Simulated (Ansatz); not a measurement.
# Os: a changed input and its effect

System: Os (P6₃/mmc, 2 atoms in the cell).
Method of run A: Kohn-Sham DFT of a periodic cell, RPBE with D4, all-electron LAPW, scalar-relativistic, no spin polarisation (Ansatz 0.2.0).

The structure derives from an entry of the Crystallography Open Database. Text and figures count atoms from 1; the logs count them from 0 in places.

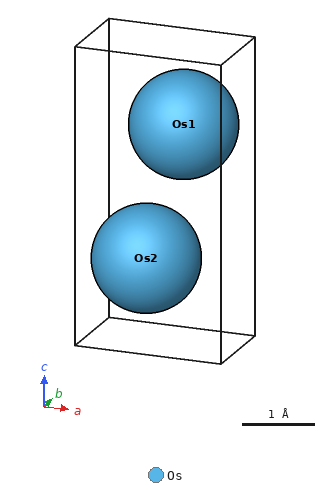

The input geometry (spheres-only view of the cell of the calculation, seen slightly off an axis; atoms are numbered from 1 in the order of the input).

## Input file, run A
```yaml
crystal:
  lattice:
    - [2.6782863798, 0.0, 0.0]
    - [-1.3391431899, 2.3194640436, 0.0]
    - [0.0, 0.0, 4.2315181138]
  atoms:
    - { symbol: Os, position: [0.6666666667, 0.3333333333, 0.75] }
    - { symbol: Os, position: [0.3333333333, 0.6666666667, 0.25] }
kpoints:
  mp_grid: { grid: [11, 11, 6] }
scf:
  occupations: { method: fermi_dirac, width: 0.05 }
hamiltonian:
  xc: rpbe
  dispersion: d4
  pseudopotentials: { kind: all_electron, lapw: { basis_error: 0.001 } }
output:
  forces: true
  stress: true
  eigenvalues: true
```

Launched with:
```bash
ansatz run input.yaml --threads 1 --pin off --max-ram 3072MiB --backend cpu --events-out ev --progress --plain --runs-dir out
```

Hardware: 1 thread of Intel Xeon (Sapphire Rapids), 176 GiB of memory available, shared host.

## Output, shortened to warnings, some set-up lines, iterations and results (run A)
```
Basis set: ecut = 310.90096795271694 eV, 313 PW (Γ), exchange–correlation at level 2
Symmetry: 24 space group operations
k-points: 64 of 726
Initial density: superposition of atomic densities (chi_scale 0.1, normalization cell)
[...]
SCF iter   1: F=—  HF=-938880.733632 eV  |F-HF|=—  |Δ(HF+E_count)|=         —  Δρ=2.96e-2  dr2=9.39e-2  ethr=1.02e-4  ⟨swp⟩=3.0  Hψ=22205  notcnv=0
SCF iter   2: F=—  HF=-938880.476722 eV  |F-HF|=—  |Δ(HF+E_count)|=   2.57e-1  Δρ=1.34e-2  dr2=2.44e-2  ethr=1.02e-4  ⟨swp⟩=2.0  Hψ=11010  notcnv=0
SCF iter   3: F=—  HF=-938880.467113 eV  |F-HF|=—  |Δ(HF+E_count)|=   9.61e-3  Δρ=8.68e-3  dr2=1.20e-2  ethr=2.65e-5  ⟨swp⟩=2.0  Hψ=10388  notcnv=0
SCF iter   4: F=—  HF=-938880.466340 eV  |F-HF|=—  |Δ(HF+E_count)|=   7.73e-4  Δρ=4.69e-3  dr2=4.30e-3  ethr=1.31e-5  ⟨swp⟩=2.0  Hψ=10388  notcnv=0
SCF iter   5: F=—  HF=-938880.466716 eV  |F-HF|=—  |Δ(HF+E_count)|=   3.75e-4  Δρ=1.24e-3  dr2=3.61e-4  ethr=3.94e-7  ⟨swp⟩=2.0  Hψ=17678  notcnv=0
SCF iter   6: F=—  HF=-938880.466744 eV  |F-HF|=—  |Δ(HF+E_count)|=   2.84e-5  Δρ=2.67e-4  dr2=1.18e-5  ethr=3.93e-7  ⟨swp⟩=2.0  Hψ=10387  notcnv=0
SCF iter   7: F=—  HF=-938880.466745 eV  |F-HF|=—  |Δ(HF+E_count)|=   1.08e-6  Δρ=6.45e-5  dr2=1.03e-6  ethr=1.28e-8  ⟨swp⟩=2.0  Hψ=10387  notcnv=0
SCF iter   8: F=-938880.466745 eV  HF=-938880.466745 eV  |F-HF|=1.80e-8  |Δ(HF+E_count)|=   1.12e-7  Δρ=1.80e-5  dr2=7.92e-8  ethr=1.12e-9  ⟨swp⟩=2.0  Hψ=10387  notcnv=0
SCF 1 converged in 8 iterations: F = -938880.466745 eV  dr2 = 7.92e-8
SCF converged after 8 iterations
Free energy (F): -938880.466745 eV
Harris-Foulkes:  -938880.466745 eV  (|F-HF|=1.80e-8)
Internal energy: -938880.454813 eV  (E = F + TS)
E sigma→0 (E₀):  -938880.460779 eV
Entropy (-TS):   -0.011931 eV (-5.966 meV/atom)
Fermi energy:    35.184286 eV
--- Per-component energies (eV) ---
  E_band       = -9991.639199
  E_kinetic    = 1058693.934809
  E_xc         = -18548.312204
  E_electrostatic = -1979023.442859  (all electrons and nuclei)
  E_disp       = -2.634559  (pairwise vdW)
  E_smearing   = -0.011931  (= −TS)
  E_closure    = 0.000000  (closes the sum)
  E_atoms      = -938857.380227  (free atoms, spherical and without spin; not in F)
  Σ components = -938880.466745   (vs F -938880.466745, Δ=0.00e0)
  Basis errors (estimates in eV, not in F): energy 2.2e-4 per atom: plane waves 2.0e-4 (1.0e-4 summed), levels above the bands 1.9e-155, relativity 2.0e-7, radial functions 2.4e-5, core shells 2.4e-8; eigenvalues (radial functions only) 2.6e-6; not estimated: angular momenta, meshes, grids; target …
--- Forces (eV/Å), atoms counted from 1 ---
  atom   1  Os     0.00000000    -0.00000000     0.00000000
  atom   2  Os    -0.00000000     0.00000000     0.00000000
  max |Σ_I F_I| component: 0.00e0 eV/Å
--- Stress (GPa, compression-positive) ---
       28.224836      -0.000000       0.000000
        0.000000      28.224836       0.000000
        0.000000       0.000000      30.848329
  P = ⅓ Tr σ = 29.0993 GPa (290.993 kbar)
```

The input of run B differs as follows (lines with − go, lines with + come):
```diff
-    - [2.6782863798, 0.0, 0.0]
-    - [-1.3391431899, 2.3194640436, 0.0]
-    - [0.0, 0.0, 4.2315181138]
+    - [2.7341, 0.0, 0.0]
+    - [-1.36705, 2.3678000565, 0.0]
+    - [0.0, 0.0, 4.3197]
```

How does run B compare with run A?

With the same functional and potentials, run B lies 69.5 meV per atom lower. The pressure goes from 29.10 to −0.82 GPa. The volume per atom goes from 13.14 to 13.98 Å³. The cell is scaled evenly with the atoms at fixed fractional positions, so −ΔP/Δ ln V estimates the bulk modulus midway between the two volumes: about 480 GPa. The number of SCF iterations is the same.

## Output, shortened to warnings, some set-up lines, iterations and results (run B)
```
Basis set: ecut = 294.96665282273756 eV, 313 PW (Γ), exchange–correlation at level 2
Symmetry: 24 space group operations
k-points: 64 of 726
Initial density: superposition of atomic densities (chi_scale 0.1, normalization cell)
[...]
SCF iter   1: F=—  HF=-938880.896309 eV  |F-HF|=—  |Δ(HF+E_count)|=         —  Δρ=2.88e-2  dr2=9.91e-2  ethr=1.23e-4  ⟨swp⟩=3.0  Hψ=19537  notcnv=0
SCF iter   2: F=—  HF=-938880.615562 eV  |F-HF|=—  |Δ(HF+E_count)|=   2.81e-1  Δρ=1.23e-2  dr2=2.31e-2  ethr=1.23e-4  ⟨swp⟩=2.2  Hψ=9489  notcnv=0
SCF iter   3: F=—  HF=-938880.605690 eV  |F-HF|=—  |Δ(HF+E_count)|=   9.87e-3  Δρ=8.24e-3  dr2=1.20e-2  ethr=2.89e-5  ⟨swp⟩=2.0  Hψ=8981  notcnv=0
SCF iter   4: F=—  HF=-938880.605247 eV  |F-HF|=—  |Δ(HF+E_count)|=   4.43e-4  Δρ=4.41e-3  dr2=4.22e-3  ethr=1.50e-5  ⟨swp⟩=2.0  Hψ=8981  notcnv=0
SCF iter   5: F=—  HF=-938880.605688 eV  |F-HF|=—  |Δ(HF+E_count)|=   4.41e-4  Δρ=1.19e-3  dr2=3.71e-4  ethr=4.64e-7  ⟨swp⟩=2.0  Hψ=15274  notcnv=0
SCF iter   6: F=—  HF=-938880.605725 eV  |F-HF|=—  |Δ(HF+E_count)|=   3.71e-5  Δρ=2.48e-4  dr2=1.13e-5  ethr=4.63e-7  ⟨swp⟩=2.0  Hψ=8981  notcnv=0
SCF iter   7: F=—  HF=-938880.605726 eV  |F-HF|=—  |Δ(HF+E_count)|=   1.02e-6  Δρ=5.98e-5  dr2=9.64e-7  ethr=1.42e-8  ⟨swp⟩=2.0  Hψ=8981  notcnv=0
SCF iter   8: F=-938880.605726 eV  HF=-938880.605726 eV  |F-HF|=1.84e-8  |Δ(HF+E_count)|=   8.63e-8  Δρ=1.61e-5  dr2=7.12e-8  ethr=1.20e-9  ⟨swp⟩=2.0  Hψ=8981  notcnv=0
SCF 1 converged in 8 iterations: F = -938880.605726 eV  dr2 = 7.12e-8
SCF converged after 8 iterations
Free energy (F): -938880.605726 eV
Harris-Foulkes:  -938880.605726 eV  (|F-HF|=1.84e-8)
Internal energy: -938880.592563 eV  (E = F + TS)
E sigma→0 (E₀):  -938880.599144 eV
Entropy (-TS):   -0.013164 eV (-6.582 meV/atom)
Fermi energy:    32.781157 eV
--- Per-component energies (eV) ---
  E_band       = -5007.007648
  E_kinetic    = 1058678.461637
  E_xc         = -18545.518275
  E_electrostatic = -1979011.053956  (all electrons and nuclei)
  E_disp       = -2.481968  (pairwise vdW)
  E_smearing   = -0.013164  (= −TS)
  E_closure    = 0.000000  (closes the sum)
  E_atoms      = -938857.380227  (free atoms, spherical and without spin; not in F)
  Σ components = -938880.605726   (vs F -938880.605726, Δ=0.00e0)
  Basis errors (estimates in eV, not in F): energy 2.3e-4 per atom: plane waves 2.0e-4 (1.0e-4 summed), levels above the bands 5.2e-117, relativity 2.0e-7, radial functions 2.9e-5, core shells 1.2e-6; eigenvalues (radial functions only) 3.9e-6; not estimated: angular momenta, meshes, grids; target …
--- Forces (eV/Å), atoms counted from 1 ---
  atom   1  Os     0.00000000     0.00000000     0.00000000
  atom   2  Os     0.00000000    -0.00000000     0.00000000
  max |Σ_I F_I| component: 3.70e-17 eV/Å
--- Stress (GPa, compression-positive) ---
       -0.997937       0.000000       0.000000
        0.000000      -0.997937      -0.000000
        0.000000      -0.000000      -0.468675
  P = ⅓ Tr σ = -0.8215 GPa (-8.215 kbar)
```

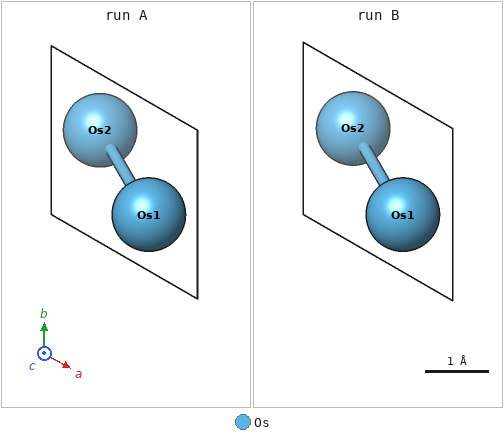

The two input geometries at one scale (ball-and-stick view of the cell of the calculation, along the c axis). The atoms keep their places relative to the cell (all moves are under 0.005 Å). The drawn cell changes as follows: a = b 2.678 → 2.734 Å (+2.1 %), c 4.232 → 4.320 Å (+2.1 %); the volume changes by +6.4 %. Among the contacts that change: Os1–Os1 2.678 → 2.734 Å, Os1–Os2 2.621 → 2.675 Å.

## The two runs side by side

```csv
quantity,run A,run B
outcome,converged,converged
free energy per atom (eV),−469440.2334,−469440.3029
"energy per atom, smearing taken to zero (eV)",−469440.2304,−469440.2996
gap on the mesh (eV),0.00,0.00
pressure (GPa),29.10,−0.82
volume per atom (Å³),13.14,13.98
largest force (eV/Å),0.000,0.000
SCF iterations,8,8
irreducible k-points,64,64
plane waves at Γ,313,313
wall time (shared host),25 s,23 s
```

For both runs: Spin–orbit coupling is left out, which matters for Os. For run A: The cell is under a pressure of 29 GPa at this level, so it is not at its equilibrium volume.
